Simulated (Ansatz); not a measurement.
## Run report: Ta, geometry relaxation (part 1 of 3)

System: Ta (slab, 12 atoms in the cell).
Method: DFT PBE+D3(BJ), scalar-relativistic, plane waves, PAW, no spin polarisation (Ansatz 0.2.0).

The structure derives from an entry of the Crystallography Open Database. The input holds or restrains some coordinates. Forces given for the steps count only the free coordinates. It belongs to a series of runs on one base structure; here: clean slab, lower planes held.

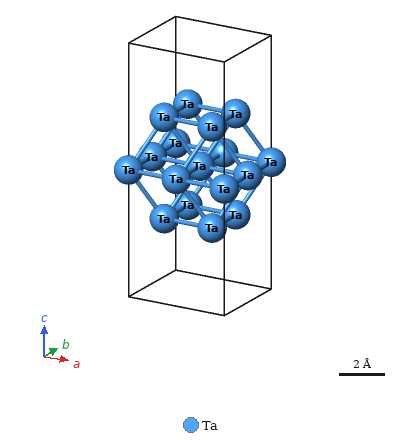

The starting structure (ball-and-stick view of the cell of the calculation, with the vacuum cut short, seen slightly off an axis). An atom can appear more than once, as a periodic image. Near neighbours in the periodic cell (some may lie outside the picture): Ta has 6 Ta at 2.84 Å; Ta has 8 Ta at 2.84 Å.

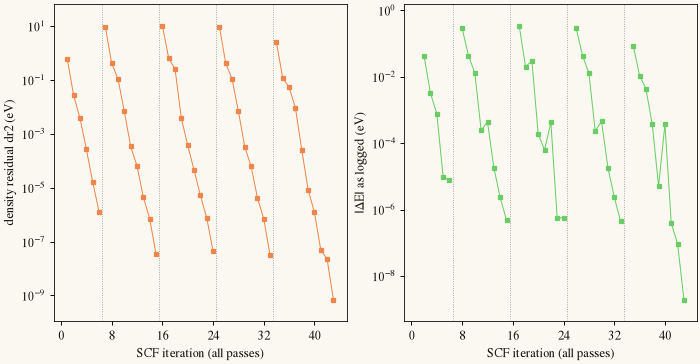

Convergence of the self-consistent field: density residual dr2 and size of the energy change against the SCF iteration. The dotted lines part the SCF passes of the relaxation: geometry steps, rejected trials and re-solves on a re-selected basis. The 5 passes take 6 to 10 iterations each, 43 in all.

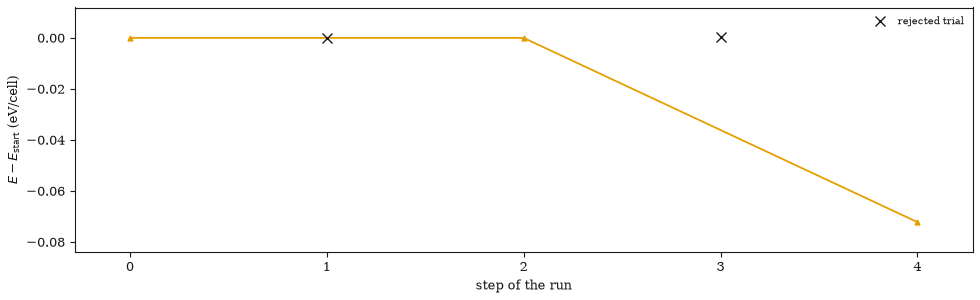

Progress of the restrained relaxation, step by step (the first geometry is step 0 here and step 1 in the log).

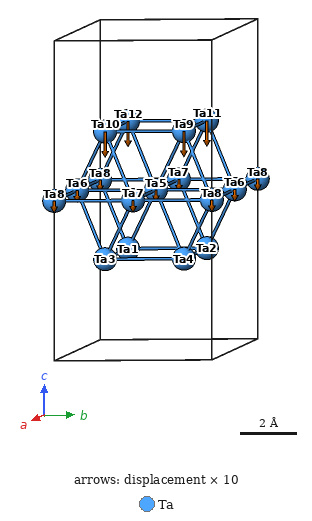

The starting structure with the displacements as orange arrows, magnified 10 times (ball-and-stick view of the cell of the calculation, with the vacuum cut short, seen slightly off an axis). The energy falls by 72.2 meV per cell of the calculation in 4 geometry steps. The largest force component goes from 0.32 to 0.024 eV/Å. The line search rejected the trial steps at points 1, 3 (counted from 0) and went back. The largest moves, 0.097 Å, are those of Ta9, Ta10, Ta11 and Ta12. The cell stays as it was. Distances before and after: Ta5–Ta12 2.845 → 2.804 Å, Ta1–Ta5 2.845 → 2.807 Å. (Atoms are counted from 1 in the order of the input.)

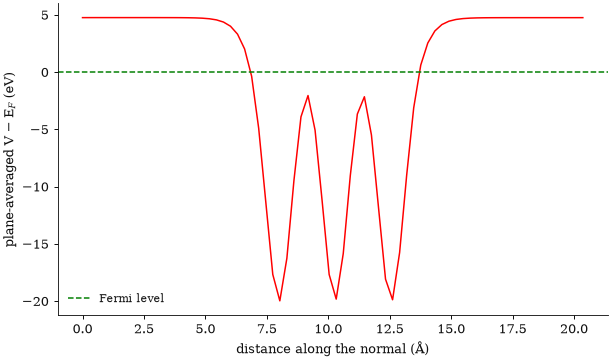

Plane average of the electrostatic potential energy of an electron across the cell, from the Fermi level. The vacuum level lies 4.76 eV above the Fermi level.

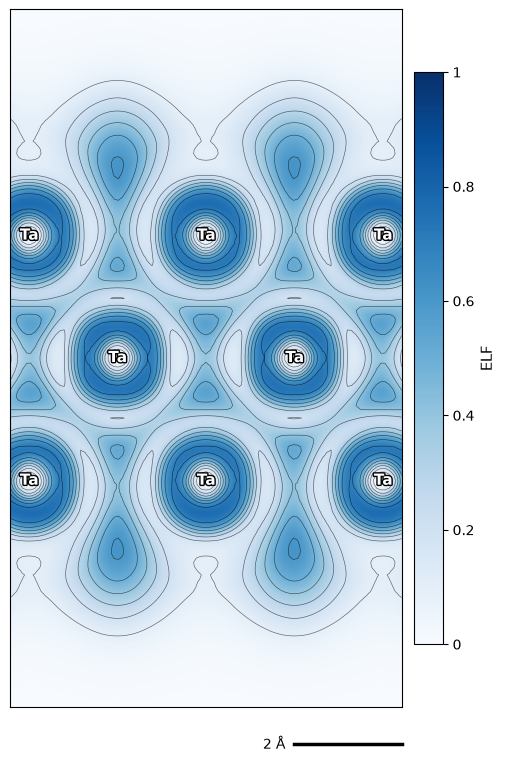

ELF on the (11̄0) plane of the calculation cell, a cut from vacuum to vacuum. The section cuts through Ta sites. Ta–Ta (2.80 Å): the ELF is about 0.30 at the midpoint (no shared electron pair). The strong features right at Ta lie inside the PAW spheres (semicore, d or f shells) and say nothing about bonding. Core electrons are frozen (PAW), so the fields are smoothed inside the atomic spheres.

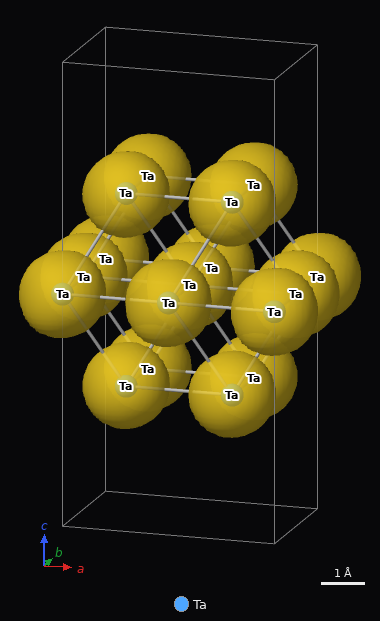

Isosurface of the valence electron density at 0.6 e/Å³ (yellow), seen slightly off an axis. Sticks mark near contacts. At this value the density breaks into separate islands; it holds about 70 % of the electrons treated as valence (semicore included). It is pinched off along the Ta–Ta (2.80 Å) and Ta–Ta (2.84 Å) contacts. On the grid the lowest density along these lines, outside the cores, is 0.34 e/Å³ (Ta–Ta, 2.80 Å) and 0.33 e/Å³ (Ta–Ta, 2.84 Å).

These pictures come from the run below.

## The input
```yaml
crystal:
  lattice:
    - [5.6896945745, 0.0, 0.0]
    - [-1.8965648582, 5.3642954887, 0.0]
    - [0.0, 0.0, 20.6456161666]
  atoms:
    - { symbol: Ta, position: [0.25, 0.25, 0.3874914624] }
    - { symbol: Ta, position: [0.25, 0.75, 0.3874914624] }
    - { symbol: Ta, position: [0.75, 0.25, 0.3874914624] }
    - { symbol: Ta, position: [0.75, 0.75, 0.3874914624] }
    - { symbol: Ta, position: [0.5, 0.5, 0.5] }
    - { symbol: Ta, position: [0.5, 0.0, 0.5] }
    - { symbol: Ta, position: [0.0, 0.5, 0.5] }
    - { symbol: Ta, position: [0.0, 0.0, 0.5] }
    - { symbol: Ta, position: [0.75, 0.75, 0.6125085376] }
    - { symbol: Ta, position: [0.75, 0.25, 0.6125085376] }
    - { symbol: Ta, position: [0.25, 0.75, 0.6125085376] }
    - { symbol: Ta, position: [0.25, 0.25, 0.6125085376] }
basis:
  ecutwfc: 420
kpoints:
  mp_grid: { grid: [4, 4, 1] }
hamiltonian:
  xc: pbe
  dispersion: d3bj
scf:
  occupations: { method: gaussian, width: 0.1 }
output:
  forces: true
  eigenvalues: true
  write_density: true
  write_potential: true
  elf: true
  volumetric_format: npy
relax:
  adjacent_minimum: "off"
  f_tol: 0.03
  max_steps: 70
  constraints: [{ sites: [0, 1, 2, 3] }]
efield:
  axis: 3
  dipole_correction: true
  ramp_width: 0.04
```

Launched with:
```bash
ansatz run input.yaml --threads 4 --pin off --max-ram 10240MiB --backend cpu --events-out ev --progress --plain --runs-dir out
```

## Log
```
Engine: ansatz 0.2.0, aarch64-unknown-linux-gnu
Pseudopotentials: kind: paw
Pseudopotential: Ta, paw, valence charge 13, recommended cutoff 420 eV (normal), Ta.paw.azcp
Functional definition: PBE
  parameter kappa = 0.804
  parameter beta = 0.06672455060314922
  exchange = pbe_x(kappa = kappa, mu = beta*pi^2/3)
  correlation = pbe_c(beta = beta)
Crystal: 12 atoms, lattice volume = 630.129 Å³
Basis set: ecut = 420 eV, 12309 PW (Γ), exchange–correlation on 80×80×288 points (8 copies of the dense FFT grid, shifted against one another)
Bands: 94, of which v1, the nominal top of the filled ones, is band 78 counted from 1 (77 counted from 0)
Symmetry: 16 space group operations
k-points: 7 of 16
Non-local potential: Ta, projectors of the file, l = 0: 3, l = 1: 2, l = 2: 2, l = 3: 1
PAW form: soft (Blöchl's): semilocal exchange-correlation on the pseudo side does not see the compensation charge
PAW one-centre angular grid: Ta, 590 points (default); XC on 64 Gauss nodes
Initial density: superposition of atomic densities (neutral atoms: chi_scale 0, normalization atom), corrected by the library's trained network
Initial wavefunctions: pseudopotential atomic-orbital guess
Functional: x = pbe(κ = 0.804, μ = 0.2195149727645171), c = pbe(β = 0.06672455060314922)
SCF iter   1: F=—  HF=-119183.082784 eV  |F-HF|=—  |Δ(HF+E_count)|=         —  Δρ=4.43e-3  dr2=5.93e-1  ethr=1.77e-3  p=0.000 e·Å  D=2.47e-14 V/Å  ΔV_dip=-0.00 eV  dr2_dipole=3.46e-6  V_vac-E_F(+/−)=4.84/4.84 eV  ⟨swp⟩=9.9  Hψ=3157  notcnv=0
efield: sawtooth ramp at fractional position 0.9800 (placed from the atoms, in the widest stretch of the axis that holds none; the zero of the levels goes with the place), width 0.0400; the density the first Hamiltonian is built on has a dipole p = 0.000 e·Å; the dipole correction subtracts the counter field D = 2.47e-14 V/Å, which shifts the + side's vacuum level by -0.00 eV against the − side's; the planar-averaged density in the ramp window peaks in size at 2.6e-5 e/Å³
preconditioner: auto → LDOS  [insulator: Δε(μ)=0.109 eV  Ē_g=3.546 eV  σ=0.100 eV  W_gap=0.53  n_scr=94 (ndim 8)  ℏωp=11.5 eV  f_vac=0.561  D(μ)=15.64/eV (n_scr^D=88)  ε∞_Penn≈11.4  β→1.0]
SCF iter   2: F=—  HF=-119183.041548 eV  |F-HF|=—  |Δ(HF+E_count)|=   4.12e-2  Δρ=1.52e-3  dr2=2.70e-2  ethr=3.80e-4  p=-0.000 e·Å  D=-1.67e-5 V/Å  ΔV_dip=0.00 eV  dr2_dipole=7.02e-6  V_vac-E_F(+/−)=4.74/4.74 eV  ⟨swp⟩=2.4  Hψ=939  notcnv=0  defer=23
SCF iter   3: F=—  HF=-119183.044758 eV  |F-HF|=—  |Δ(HF+E_count)|=   3.21e-3  Δρ=4.01e-4  dr2=3.83e-3  ethr=1.73e-5  p=0.000 e·Å  D=9.53e-7 V/Å  ΔV_dip=-0.00 eV  dr2_dipole=1.64e-7  V_vac-E_F(+/−)=4.77/4.77 eV  ⟨swp⟩=2.4  Hψ=967  notcnv=0  defer=23
SCF iter   4: F=—  HF=-119183.045534 eV  |F-HF|=—  |Δ(HF+E_count)|=   7.75e-4  Δρ=1.69e-4  dr2=2.78e-4  ethr=2.45e-6  p=0.000 e·Å  D=1.06e-6 V/Å  ΔV_dip=-0.00 eV  dr2_dipole=1.49e-10  V_vac-E_F(+/−)=4.77/4.77 eV  ⟨swp⟩=2.0  Hψ=837  notcnv=0  defer=21
iter 5 did not close the SCF: its close was put off for the readings that it lacked (scf_convergence_deferred on its scf_iter line)
SCF iter   5: F=-119183.045525 eV  HF=-119183.045524 eV  |F-HF|=1.47e-6  |Δ(HF+E_count)|=   9.73e-6  Δρ=4.91e-5  dr2=1.66e-5  ethr=1.78e-7  p=0.000 e·Å  D=7.63e-7 V/Å  ΔV_dip=-0.00 eV  dr2_dipole=1.21e-9  V_vac-E_F(+/−)=4.77/4.77 eV  ⟨swp⟩=2.1  Hψ=908  notcnv=0  defer=21
SCF iter   6: F=-119183.045532 eV  HF=-119183.045532 eV  |F-HF|=8.15e-8  |Δ(HF+E_count)|=   7.61e-6  Δρ=1.17e-5  dr2=1.31e-6  ethr=1.06e-8  p=0.000 e·Å  D=2.43e-7 V/Å  ΔV_dip=-0.00 eV  dr2_dipole=9.28e-11  V_vac-E_F(+/−)=4.77/4.77 eV  ⟨swp⟩=28.1  Hψ=7131  notcnv=0
SCF 1 converged in 6 iterations: F = -119183.045532 eV  dr2 = 1.31e-6
  greatest PAW one-centre occupation: 0.999 electrons in one spin orbital (limit 2), on the Ta atom at site 3 (counted from 0), in its partial waves of l = 0
relax step   1: F+E_penalty+E_count = -119183.04553163 eV  Δ(F+E_penalty+E_count) = +0.000e0 eV  max|allowed force component| = 3.172e-1 eV/Å  Δτ_max = 0.0000 Å  (6 SCF iters, dr2 threshold 2.25e-5 eV, accepted)
Initial density: handed on by an earlier stage of this run
Initial wavefunctions: those handed on with the density
SCF iter   1: F=—  HF=-119183.387844 eV  |F-HF|=—  |Δ(HF+E_count)|=         —  Δρ=1.20e-2  dr2=9.67e0  ethr=3.10e-3  p=-0.000 e·Å  D=-1.12e-6 V/Å  ΔV_dip=0.00 eV  dr2_dipole=2.90e0  V_vac-E_F(+/−)=4.79/4.79 eV  ⟨swp⟩=5.9  Hψ=1625  notcnv=0  defer=29
efield: sawtooth ramp at fractional position 0.9800 (handed on by an earlier solve), width 0.0400; the density the first Hamiltonian is built on has a dipole p = -0.000 e·Å; the dipole correction subtracts the counter field D = -1.12e-6 V/Å, which shifts the + side's vacuum level by +0.00 eV against the − side's; the planar-averaged density in the ramp window peaks in size at 2.7e-6 e/Å³
preconditioner: auto → LDOS  [metal: Δε(μ)=0.072 eV  Ē_g=3.682 eV  σ=0.100 eV  W_gap=0.38  n_scr=94 (ndim 8)  ℏωp=11.5 eV  f_vac=0.572  D(μ)=15.09/eV (n_scr^D=88)  β→1.0]
SCF iter   2: F=—  HF=-119183.101375 eV  |F-HF|=—  |Δ(HF+E_count)|=   2.86e-1  Δρ=4.58e-3  dr2=4.18e-1  ethr=3.10e-3  p=0.051 e·Å  D=1.47e-2 V/Å  ΔV_dip=-0.30 eV  dr2_dipole=2.62e-2  V_vac-E_F(+/−)=4.49/4.79 eV  ⟨swp⟩=2.9  Hψ=885  notcnv=1  defer=35
SCF iter   3: F=—  HF=-119183.057690 eV  |F-HF|=—  |Δ(HF+E_count)|=   4.37e-2  Δρ=1.83e-3  dr2=1.11e-1  ethr=2.68e-4  p=0.014 e·Å  D=4.06e-3 V/Å  ΔV_dip=-0.08 eV  dr2_dipole=6.34e-3  V_vac-E_F(+/−)=4.72/4.81 eV  ⟨swp⟩=3.0  Hψ=1217  notcnv=0  defer=36
SCF iter   4: F=—  HF=-119183.044702 eV  |F-HF|=—  |Δ(HF+E_count)|=   1.30e-2  Δρ=4.93e-4  dr2=6.83e-3  ethr=7.12e-5  p=0.013 e·Å  D=3.74e-3 V/Å  ΔV_dip=-0.08 eV  dr2_dipole=6.25e-4  V_vac-E_F(+/−)=4.72/4.79 eV  ⟨swp⟩=2.0  Hψ=862  notcnv=0  defer=36
SCF iter   5: F=—  HF=-119183.044944 eV  |F-HF|=—  |Δ(HF+E_count)|=   2.42e-4  Δρ=1.85e-4  dr2=3.41e-4  ethr=4.38e-6  p=0.009 e·Å  D=2.44e-3 V/Å  ΔV_dip=-0.05 eV  dr2_dipole=2.19e-6  V_vac-E_F(+/−)=4.73/4.79 eV  ⟨swp⟩=2.1  Hψ=835  notcnv=0  defer=36
SCF iter   6: F=—  HF=-119183.045387 eV  |F-HF|=—  |Δ(HF+E_count)|=   4.43e-4  Δρ=6.65e-5  dr2=6.50e-5  ethr=2.19e-7  p=0.007 e·Å  D=2.02e-3 V/Å  ΔV_dip=-0.04 eV  dr2_dipole=8.64e-7  V_vac-E_F(+/−)=4.75/4.79 eV  ⟨swp⟩=2.6  Hψ=1158  notcnv=0  defer=36
iter 7 did not close the SCF: its close was put off until two iterations running show no level that it waits for move by more than its bar (scf_convergence_deferred on its scf_iter line)
SCF iter   7: F=-119183.045405 eV  HF=-119183.045405 eV  |F-HF|=3.63e-7  |Δ(HF+E_count)|=   1.84e-5  Δρ=1.73e-5  dr2=4.43e-6  ethr=4.03e-9  p=0.006 e·Å  D=1.68e-3 V/Å  ΔV_dip=-0.03 eV  dr2_dipole=3.47e-7  V_vac-E_F(+/−)=4.75/4.79 eV  ⟨swp⟩=24.1  Hψ=7392  notcnv=0
iter 8 did not close the SCF: its close was put off until two iterations running show no level that it waits for move by more than its bar (scf_convergence_deferred on its scf_iter line)
SCF iter   8: F=-119183.045407 eV  HF=-119183.045408 eV  |F-HF|=2.03e-7  |Δ(HF+E_count)|=   2.32e-6  Δρ=5.84e-6  dr2=7.16e-7  ethr=2.84e-9  p=0.006 e·Å  D=1.63e-3 V/Å  ΔV_dip=-0.03 eV  dr2_dipole=1.74e-7  V_vac-E_F(+/−)=4.75/4.79 eV  ⟨swp⟩=11.9  Hψ=5806  notcnv=0
SCF iter   9: F=-119183.045408 eV  HF=-119183.045408 eV  |F-HF|=1.91e-8  |Δ(HF+E_count)|=   4.81e-7  Δρ=1.69e-6  dr2=3.46e-8  ethr=4.59e-10  p=0.006 e·Å  D=1.60e-3 V/Å  ΔV_dip=-0.03 eV  dr2_dipole=3.81e-10  V_vac-E_F(+/−)=4.75/4.79 eV  ⟨swp⟩=10.6  Hψ=5177  notcnv=0
SCF 2 converged in 9 iterations: F = -119183.045408 eV  dr2 = 3.46e-8
  greatest PAW one-centre occupation: 1.000 electrons in one spin orbital (limit 2), on the Ta atom at site 11 (counted from 0), in its partial waves of l = 0
```
